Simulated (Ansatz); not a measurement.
# Run report: TiO2, geometry relaxation (part 2 of 3)

TiO2 (Pbca, 24 atoms in the cell); DFT PBEsol, scalar-relativistic, plane waves, PAW, no spin polarisation (Ansatz 0.2.0); cutoff 420 eV, 4×2×4 k-mesh, Gaussian smearing of 0.1 eV. The structure derives from an entry of the Crystallography Open Database.

Geometry of the input (Å; fractional positions):
```
5.1450  0.0000  0.0000
0.0000  9.1850  0.0000
0.0000  0.0000  5.4470
Ti 0.1270  0.1270  0.8870
Ti 0.6270  0.3730  0.1130
Ti 0.8730  0.6270  0.6130
Ti 0.3730  0.8730  0.3870
Ti 0.8730  0.8730  0.1130
Ti 0.3730  0.6270  0.8870
Ti 0.1270  0.3730  0.3870
Ti 0.6270  0.1270  0.6130
O  0.4650  0.2300  0.8950
O  0.9650  0.2700  0.1050
O  0.5350  0.7300  0.6050
O  0.0350  0.7700  0.3950
O  0.5350  0.7700  0.1050
O  0.0350  0.7300  0.8950
O  0.4650  0.2700  0.3950
O  0.9650  0.2300  0.6050
O  0.8200  0.0100  0.8450
O  0.3200  0.4900  0.1550
O  0.1800  0.5100  0.6550
O  0.6800  0.9900  0.3450
O  0.1800  0.9900  0.1550
O  0.6800  0.5100  0.8450
O  0.8200  0.4900  0.3450
O  0.3200  0.0100  0.6550
```

Log, continued:
```
SCF iter   1: F=—  HF=-28798.767659 eV  |F-HF|=—  |Δ(HF+E_count)|=         —  Δρ=5.40e-3  dr2=3.77e-2  ethr=1.92e-5  ⟨swp⟩=1.8  Hψ=10244  notcnv=0
preconditioner: auto → Resta (q_TF=auto, 2.602 Å⁻¹)  ε∞=8.4  [insulator: Δε(μ)=2.316 eV  Ē_g=9.667 eV  σ=0.100 eV  W_gap=1.00  n_scr=66 (ndim 8)  ℏωp=26.3 eV  f_vac=0.037  D(μ)=0.00/eV (n_scr^D=0)  ε∞_Penn≈8.4]
SCF iter   2: F=—  HF=-28798.760976 eV  |F-HF|=—  |Δ(HF+E_count)|=   6.68e-3  Δρ=2.84e-3  dr2=1.08e-2  ethr=1.92e-5  ⟨swp⟩=2.0  Hψ=2860  notcnv=0
SCF iter   3: F=—  HF=-28798.759290 eV  |F-HF|=—  |Δ(HF+E_count)|=   1.69e-3  Δρ=1.42e-3  dr2=3.46e-3  ethr=5.63e-6  ⟨swp⟩=2.0  Hψ=2974  notcnv=0
SCF iter   4: F=—  HF=-28798.758668 eV  |F-HF|=—  |Δ(HF+E_count)|=   6.22e-4  Δρ=2.58e-4  dr2=1.51e-4  ethr=1.80e-6  ⟨swp⟩=2.0  Hψ=3055  notcnv=0
SCF iter   5: F=—  HF=-28798.758873 eV  |F-HF|=—  |Δ(HF+E_count)|=   2.05e-4  Δρ=1.90e-4  dr2=9.34e-5  ethr=7.85e-8  ⟨swp⟩=2.0  Hψ=3310  notcnv=0
SCF iter   6: F=—  HF=-28798.758863 eV  |F-HF|=—  |Δ(HF+E_count)|=   9.44e-6  Δρ=4.36e-5  dr2=4.87e-6  ethr=4.86e-8  ⟨swp⟩=2.0  Hψ=2994  notcnv=0
SCF iter   7: F=-28798.758866 eV  HF=-28798.758866 eV  |F-HF|=2.46e-7  |Δ(HF+E_count)|=   2.91e-6  Δρ=1.16e-5  dr2=4.22e-7  ethr=1.25e-9  ⟨swp⟩=5.3  Hψ=7712  notcnv=0
SCF 6 converged in 7 iterations: F = -28798.758866 eV  dr2 = 4.22e-7
relax step   6: F+E_penalty+E_count = -28798.75886630 eV  Δ(F+E_penalty+E_count) = -2.130e-2 eV  max|allowed force component| = 1.407e-1 eV/Å  Δτ_max = 0.0365 Å  P = +0.481 GPa  Ω = 254.885 Å³  energy of the carried Pulay correction = +1.219e-2 eV  (7 SCF iters, dr2 threshold 2.40e-6 eV, accepted)
Crystal: 24 atoms, lattice volume = 255.359 Å³
Basis set: ecut = 420 eV, 5017 PW (Γ), exchange–correlation on 72×128×80 points (8 copies of the dense FFT grid, shifted against one another)
iter 1 solved again at ethr=2.25e-6 eV; its pass at ethr=3.10e-3 eV (dr2=4.33e-3 eV) is discarded
SCF iter   1: F=—  HF=-28798.769193 eV  |F-HF|=—  |Δ(HF+E_count)|=         —  Δρ=1.88e-3  dr2=4.32e-3  ethr=2.25e-6  ⟨swp⟩=2.3  Hψ=9153  notcnv=0
preconditioner: auto → Resta (q_TF=auto, 2.602 Å⁻¹)  ε∞=8.4  [insulator: Δε(μ)=2.339 eV  Ē_g=9.645 eV  σ=0.100 eV  W_gap=1.00  n_scr=66 (ndim 8)  ℏωp=26.3 eV  f_vac=0.038  D(μ)=0.00/eV (n_scr^D=0)  ε∞_Penn≈8.4]
SCF iter   2: F=—  HF=-28798.768608 eV  |F-HF|=—  |Δ(HF+E_count)|=   5.85e-4  Δρ=1.02e-3  dr2=1.45e-3  ethr=2.25e-6  ⟨swp⟩=2.6  Hψ=3168  notcnv=0
SCF iter   3: F=—  HF=-28798.768482 eV  |F-HF|=—  |Δ(HF+E_count)|=   1.26e-4  Δρ=5.86e-4  dr2=7.46e-4  ethr=7.57e-7  ⟨swp⟩=2.0  Hψ=3047  notcnv=0
SCF iter   4: F=—  HF=-28798.768532 eV  |F-HF|=—  |Δ(HF+E_count)|=   5.04e-5  Δρ=1.19e-4  dr2=3.37e-5  ethr=3.89e-7  ⟨swp⟩=2.0  Hψ=2993  notcnv=0
SCF iter   5: F=—  HF=-28798.768533 eV  |F-HF|=—  |Δ(HF+E_count)|=   8.84e-7  Δρ=7.78e-5  dr2=1.66e-5  ethr=1.75e-8  ⟨swp⟩=2.0  Hψ=3295  notcnv=0
SCF iter   6: F=-28798.768532 eV  HF=-28798.768532 eV  |F-HF|=4.14e-7  |Δ(HF+E_count)|=   1.39e-6  Δρ=1.83e-5  dr2=9.99e-7  ethr=6.44e-10  ⟨swp⟩=3.0  Hψ=8015  notcnv=0
SCF 7 converged in 6 iterations: F = -28798.768532 eV  dr2 = 9.99e-7
relax step   7: F+E_penalty+E_count = -28798.76853211 eV  Δ(F+E_penalty+E_count) = -9.666e-3 eV  max|allowed force component| = 9.103e-3 eV/Å  Δτ_max = 0.0175 Å  P = +0.006 GPa  Ω = 255.359 Å³  energy of the carried Pulay correction = +9.887e-3 eV  (6 SCF iters, dr2 threshold 1.24e-6 eV, accepted)
Initial wavefunctions: pseudopotential atomic-orbital guess (no wavefunctions were taken with the density)
iter 1 solved again at ethr=1.89e-8 eV; its pass at ethr=3.10e-3 eV (dr2=3.63e-5 eV) is discarded
SCF iter   1: F=—  HF=-28798.758093 eV  |F-HF|=—  |Δ(HF+E_count)|=         —  Δρ=8.34e-5  dr2=3.43e-6  ethr=1.89e-8  ⟨swp⟩=4.1  Hψ=14377  notcnv=0
preconditioner: auto → Resta (q_TF=auto, 2.602 Å⁻¹)  ε∞=8.4  [insulator: Δε(μ)=2.343 eV  Ē_g=9.648 eV  σ=0.100 eV  W_gap=1.00  n_scr=66 (ndim 8)  ℏωp=26.3 eV  f_vac=0.038  D(μ)=0.00/eV (n_scr^D=0)  ε∞_Penn≈8.4]
SCF iter   2: F=—  HF=-28798.758262 eV  |F-HF|=—  |Δ(HF+E_count)|=   1.69e-4  Δρ=4.25e-5  dr2=1.59e-6  ethr=1.79e-9  ⟨swp⟩=2.0  Hψ=3312  notcnv=0
SCF iter   3: F=—  HF=-28798.758263 eV  |F-HF|=—  |Δ(HF+E_count)|=   9.14e-7  Δρ=2.07e-5  dr2=4.80e-7  ethr=8.28e-10  ⟨swp⟩=2.0  Hψ=2711  notcnv=0
SCF iter   4: F=—  HF=-28798.758263 eV  |F-HF|=—  |Δ(HF+E_count)|=   2.75e-7  Δρ=3.67e-6  dr2=6.90e-8  ethr=2.50e-10  ⟨swp⟩=2.0  Hψ=3007  notcnv=0
SCF iter   5: F=-28798.758263 eV  HF=-28798.758263 eV  |F-HF|=3.21e-9  |Δ(HF+E_count)|=   3.07e-8  Δρ=1.54e-6  dr2=9.48e-9  ethr=1.25e-11  ⟨swp⟩=5.3  Hψ=6996  notcnv=0
SCF 8 converged in 5 iterations: F = -28798.758263 eV  dr2 = 9.48e-9
relax step   8: F+E_penalty+E_count = -28798.75826331 eV  Δ(F+E_penalty+E_count) = +1.027e-2 eV  max|allowed force component| = 8.971e-3 eV/Å  Δτ_max = 0.0000 Å  P = -0.064 GPa  Ω = 255.359 Å³  stress off target by 7.89e-2 GPa  SCF on the basis re-selected at this cell (its energy is not comparable with the rows above)  (5 SCF iters)
```

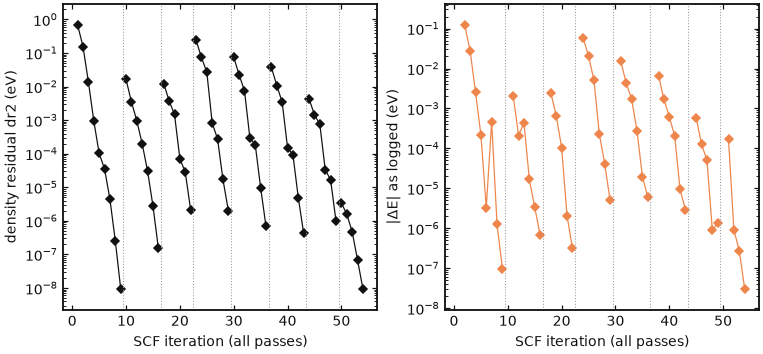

*Convergence of the self-consistent field: density residual dr2 and size of the energy change against the SCF iteration. The dotted lines part the SCF passes of the relaxation: geometry steps, rejected trials and re-solves on a re-selected basis.*

The 8 passes take 5 to 9 iterations each, 54 in all.

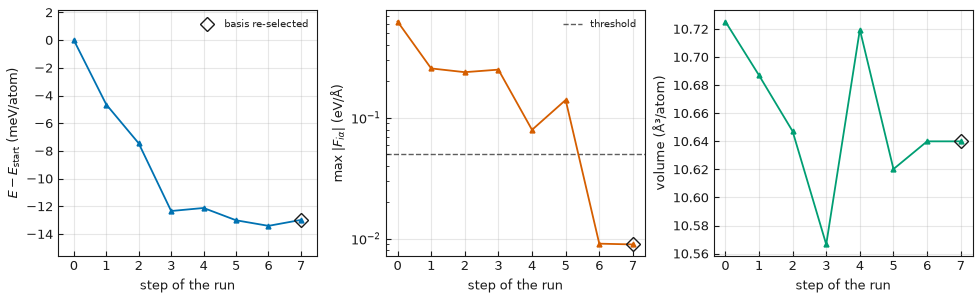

*Progress of the relaxation, step by step (the first geometry is step 0 here and step 1 in the log).*

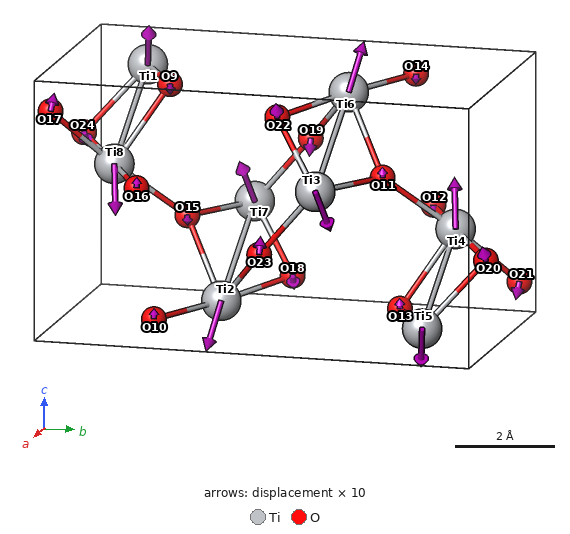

*The starting structure with the displacements (without the part carried along by the change of the cell) as pink arrows, magnified 10 times (ball-and-stick view of the cell of the calculation, seen slightly off an axis).*

The largest moves relative to the cell, 0.11 Å, are those of 8 atoms (Ti1, Ti2, Ti3, Ti4 and others). Largest moves by element: Ti 0.11 Å, O 0.04 Å. Cell: a 5.145 → 5.121 Å (−0.5 %), b 9.185 → 9.168 Å (−0.2 %), c 5.447 → 5.439 Å (−0.1 %). Volume −0.8 %. Among the contacts that change: Ti1–O21 1.946 → 1.856 Å, Ti1–Ti8 2.974 → 3.064 Å, Ti1–O17 1.924 → 1.996 Å, Ti1–O16 1.987 → 2.057 Å. Among the angles that change: Ti1–O16–Ti8 97.1° → 101.0°, Ti1–O16–Ti7 127.6° → 123.8°, Ti1–O21–Ti4 157.1° → 159.2°. The space group stays Pbca (No. 61). Over 6 geometry steps the energy falls by 13.4 meV per atom. Largest force component: 0.63 eV/Å at the start, 0.009 eV/Å at the end. The pressure goes from −1.38 to −0.06 GPa. A last SCF at the same geometry on a re-selected plane-wave basis shifts the energy by +0.4 meV per atom. (Atoms are counted from 1 in the order of the input.)

```
basis re-selected at this cell: Δ(F+E_penalty+E_count) = +1.027e-2 eV, ΔP = -0.070 GPa vs the last step (what re-selecting the basis moved, of the pressure what is left beyond the Pulay correction that the steps carried, after the strain that the cell walked since its last selection, with what the two solves' SCF thresholds leave and, on support functions, any second-order correction that the steps lacked; it is no measure of the basis error at this ecutwfc). This SCF's stress stands 7.89e-2 GPa from its target on what of the cell is left free (relax.cell.stress_tol is 5.00e-1 GPa) and its largest allowed force component is 8.97e-3 eV/Å (relax.f_tol is 5.00e-2 eV/Å): within both
SCF converged after 5 iterations
Free energy (F): -28798.758263 eV
Harris-Foulkes:  -28798.758263 eV  (|F-HF|=3.21e-9)
Internal energy: -28798.758263 eV  (E = F + TS)
E sigma→0 (E₀):  -28798.758263 eV
Fermi energy:    9.445533 eV
--- Per-component energies (eV) ---
  E_band       = -1644.770035
  E_kinetic    = 4979.174849
  E_local      = -12939.001513  (includes V_loc(G=0)·N_el)
  E_nonlocal   = 802.088471
  E_hartree    = 4946.894803
  E_xc         = -1948.106131
  E_vxc        = -2479.778947  (∫ρ·V_xc dr)
  E_paw        = -10596.113410  (= ΣΔE_a)
  E_vpaw       = -1901.084683  (= ΣTr[D̂ρ^β])
  E_aug_tail   = 0.040238  (compensation charges beyond the density's cutoff)
  E_ewald      = -14045.415250
  E_core_change = 1.679681  (= ΣΔE_core)
  E_smearing   = -0.000000  (= −TS)
  E_closure    = -0.000000  (closes the sum)
  Σ components = -28798.758263   (vs F -28798.758263, Δ=0.00e0)
--- Forces (eV/Å), atoms counted from 1 ---
  atom   1  Ti     0.00050336    -0.00346022     0.00104615
  atom   2  Ti     0.00050336     0.00346022    -0.00104615
  atom   3  Ti    -0.00050336    -0.00346022    -0.00104615
  atom   4  Ti    -0.00050336     0.00346022     0.00104615
  atom   5  Ti    -0.00050336     0.00346022    -0.00104615
  atom   6  Ti    -0.00050336    -0.00346022     0.00104615
  atom   7  Ti     0.00050336     0.00346022     0.00104615
  atom   8  Ti     0.00050336    -0.00346022    -0.00104615
  atom   9  O      0.00510352     0.00106197     0.00284536
  atom  10  O      0.00510352    -0.00106197    -0.00284536
  atom  11  O     -0.00510352     0.00106197    -0.00284536
  atom  12  O     -0.00510352    -0.00106197     0.00284536
  atom  13  O     -0.00510352    -0.00106197    -0.00284536
  atom  14  O     -0.00510352     0.00106197     0.00284536
  atom  15  O      0.00510352    -0.00106197     0.00284536
  atom  16  O      0.00510352     0.00106197    -0.00284536
  atom  17  O     -0.00897063     0.00009786    -0.00170424
  atom  18  O     -0.00897063    -0.00009786     0.00170424
  atom  19  O      0.00897063     0.00009786     0.00170424
  atom  20  O      0.00897063    -0.00009786    -0.00170424
  atom  21  O      0.00897063    -0.00009786     0.00170424
  atom  22  O      0.00897063     0.00009786    -0.00170424
  atom  23  O     -0.00897063    -0.00009786    -0.00170424
  atom  24  O     -0.00897063     0.00009786     0.00170424
  max |Σ_I F_I| component: 3.47e-18 eV/Å
--- Stress (GPa, compression-positive) ---
       -0.078928      -0.000000       0.000000
       -0.000000      -0.051832       0.000000
        0.000000       0.000000      -0.059839
  P = ⅓ Tr σ = -0.0635 GPa (-0.635 kbar)
--- Band table (eV; the first three rows and the last of 18) ---
  k-point 0: bands = ["-47.8433", "-47.8328", "-47.8180", "-47.8082", "-47.8080", "-47.8076", "-47.7871", "-47.7871", "-24.4457", "-24.4088", "-24.4019", "-24.4000", "-24.3794", "-24.3184", "-24.3117", "-24.2623", "-24.2445", "-24.2199", "-24.2172", "-24.2090", "-24.1975", "-24.1893", "-24.1858", "-24.1466", "-24.1305", "-24.1251", "-24.1205", "-24.0956", "-24.0947", "-24.0890", "-24.0852", "-24.0784", "-9.4894", "-8.7510", "-8.7381", "-8.4004", "-8.1629", "-8.0998", "-8.0931", "-8.0680", "-7.9780", "-7.9760", "-7.8899", "-7.8874", "-7.8828", "-7.7968", "-7.6758", "-7.5957", "3.3210", "3.3261", "3.6919", "3.7109", "3.8205", "3.8327", "3.9123", "3.9813", "4.0128", "4.2554", "4.2674", "4.2867", "4.3756", "4.4156", "4.4156", "4.7039", "4.8036", "4.8278", "4.9351", "4.9585", "5.1562", "5.1862", "5.5896", "5.5985", "5.7063", "5.9034", "5.9039", "6.0857", "6.1441", "6.1739", "6.2519", "6.4972", "6.6212", "6.7784", "6.8387", "7.0231", "7.0577", "7.2639", "7.4785", "7.4921", "7.5364", "7.5619", "7.6422", "7.7050", "7.7893", "8.0253", "8.0918", "8.2742", "10.6169", "11.0184", "11.1831", "11.1844", "11.2269", "11.2673", "11.3535", "11.4285", "11.4956", "11.6209", "11.6395", "11.7077", "11.9786", "11.9952", "12.0118", "12.0137", "12.0787", "12.2354", "12.3111", "12.3436", "12.4089", "12.4400", "13.0191", "13.0335"]
  k-point 1: bands = ["-47.8400", "-47.8316", "-47.8224", "-47.8197", "-47.8028", "-47.7982", "-47.7893", "-47.7882", "-24.4420", "-24.4169", "-24.4051", "-24.4025", "-24.3652", "-24.3081", "-24.2919", "-24.2914", "-24.2368", "-24.2335", "-24.2233", "-24.2113", "-24.2020", "-24.1865", "-24.1863", "-24.1467", "-24.1332", "-24.1251", "-24.1167", "-24.1060", "-24.0862", "-24.0820", "-24.0815", "-24.0780", "-9.3304", "-8.7815", "-8.7748", "-8.4123", "-8.3089", "-8.1960", "-8.1476", "-8.0092", "-7.9449", "-7.9364", "-7.8930", "-7.8567", "-7.8104", "-7.7361", "-7.7342", "-7.6416", "3.4583", "3.5051", "3.5330", "3.6994", "3.7147", "3.7406", "3.8432", "4.1531", "4.1962", "4.2062", "4.2847", "4.3297", "4.3948", "4.5498", "4.6623", "4.7027", "4.8130", "4.9423", "5.0248", "5.0565", "5.2160", "5.3971", "5.4061", "5.5557", "5.5984", "5.6670", "5.9437", "5.9559", "6.1340", "6.4045", "6.4687", "6.5447", "6.5543", "6.8041", "6.8424", "6.9925", "7.1626", "7.1851", "7.1965", "7.2048", "7.2622", "7.3841", "7.3981", "7.6953", "7.7154", "7.8201", "7.9111", "8.0668", "11.0095", "11.0478", "11.2048", "11.2186", "11.2740", "11.3199", "11.3271", "11.4534", "11.4911", "11.6269", "11.6466", "11.6898", "11.7769", "11.9134", "12.0575", "12.1439", "12.2135", "12.2801", "12.4066", "12.4364", "12.4455", "12.6199", "12.6489", "12.9599"]
```
